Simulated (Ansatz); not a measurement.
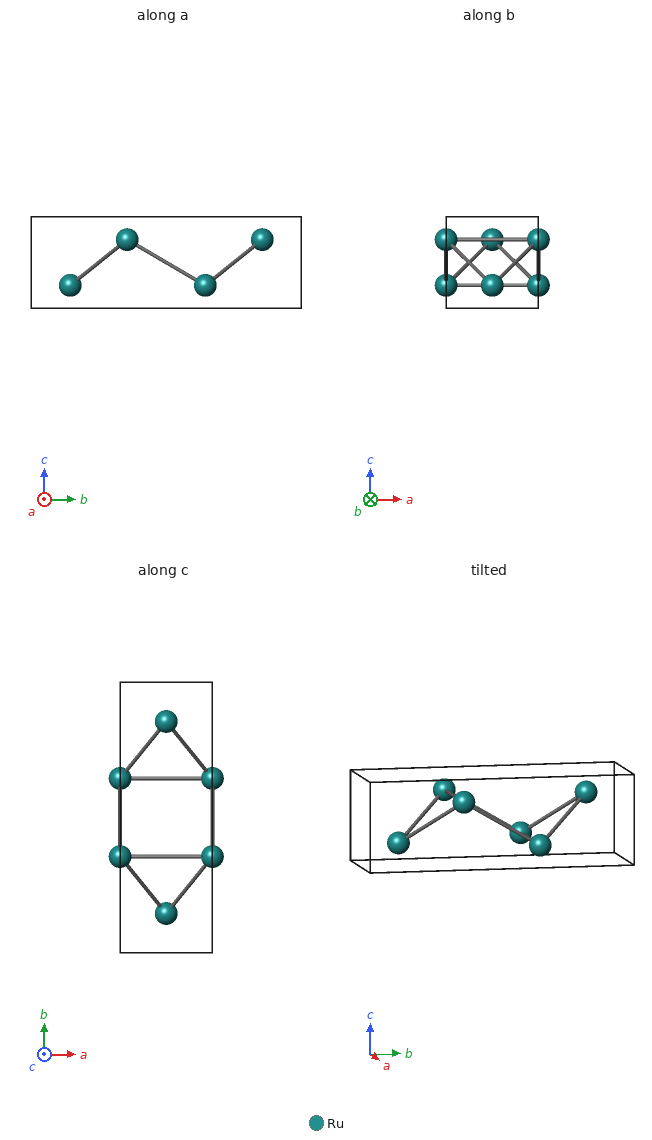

The figure gives a ball-and-stick picture of the atoms, viewed along the a axis, along the b axis, along the c axis and slightly off an axis. The wireframe shows the conventional unit cell.

Lattice parameters: a = 2.715 Å, b = 7.943 Å, c = 2.690 Å, α = 90.00°, β = 90.00°, γ = 90.00°.

Reconstruct the structure as a table of Wyckoff sites, with free fractional coordinates to two decimals.

Space group Cmcm (No. 63).
| atom | site | x | y | z |
| --- | --- | --- | --- | --- |
| Ru | 4c | 0.00 | 0.36 | 0.75 |

The structure comes from a structure type filled with this element by a generator (whether the element takes this form wasn't checked). Earlier steps of the study may have refined or changed the cell and positions. A calculation with Ansatz used it as input.
